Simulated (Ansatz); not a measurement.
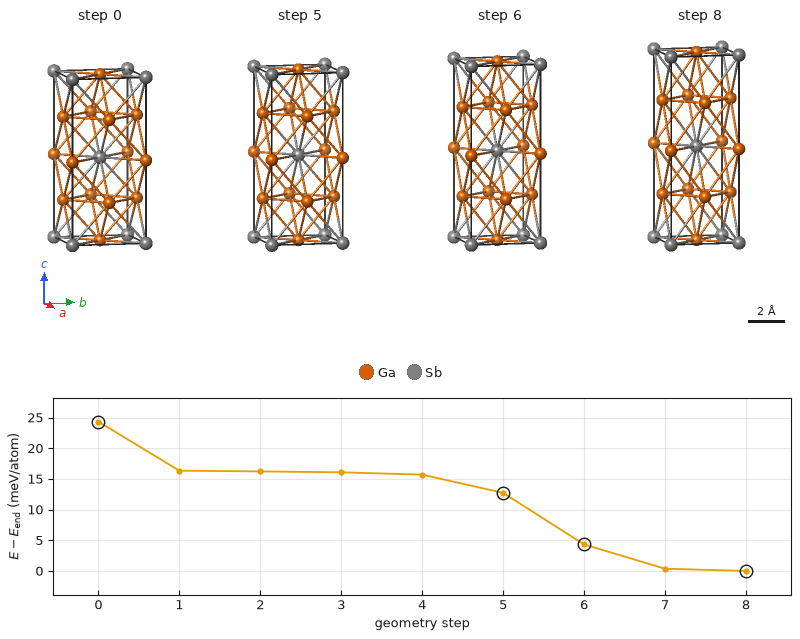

Frames of a relaxation of solid Ga3Sb (set up in I4/mmm), marked on the history of the run. A ball-and-stick model of the conventional cell (2 times the calculation's cell), seen slightly off an axis. Lengths and directions refer to the drawn axes.

Case: relaxed functional: r2SCAN.

Method: DFT r2SCAN, scalar-relativistic, plane waves, PAW (Ansatz). Settings: plane-wave cutoff 500 eV; k-point mesh 14 × 14 × 14; occupations gaussian; smearing width 0.1 eV; no spin polarisation; cell and atoms relaxed; force threshold 0.01 eV/Å; at most 60 steps.

**What happens along the run?**

The run was cut off at its time limit before the relaxation converged, so the last structure is only a point on the way. Over 8 geometry steps the energy falls by 24.3 meV per atom. All forces vanish by symmetry, so only the cell relaxes. Pressure: −2.22 GPa at the start and 0.04 GPa at the end. No atom moves by more than 0.005 Å relative to the cell. The volume changes by −3.3 %, with a = b 4.318 → 3.991 Å (−7.6 %), c 9.521 → 10.774 Å (+13.2 %). Near-neighbour distances that change, for instance: Ga–Sb 3.053 → 2.822 Å, Ga–Ga 3.053 → 2.822 Å, Ga–Sb 3.213 → 3.352 Å, Ga–Ga 3.213 → 3.352 Å. The space group stays I4/mmm (No. 139). Cost: 12 min on 1 thread of Intel(R) Xeon(R) Platinum 8259CL CPU @ 2.50GHz (Skylake/Cascade Lake) (shared host), peak memory 1.4 GiB. From step 0 to 5: volume −4.4 %, energy −11.6 meV per atom. From step 5 to 6: volume −0.5 %, energy −8.4 meV per atom. From step 6 to 8: volume +1.6 %, energy −4.3 meV per atom.

```csv
step,"E − E(0), meV/atom","pressure, GPa","volume, Å³/atom"
0,0.00,-2.22,22.186
1,-7.99,0.26,21.019
2,-8.11,-0.02,21.131
3,-8.26,-0.13,21.177
4,-8.64,-0.19,21.207
5,-11.61,-0.15,21.220
6,-20.01,0.35,21.115
7,-23.97,0.56,21.219
8,-24.33,0.04,21.451
```
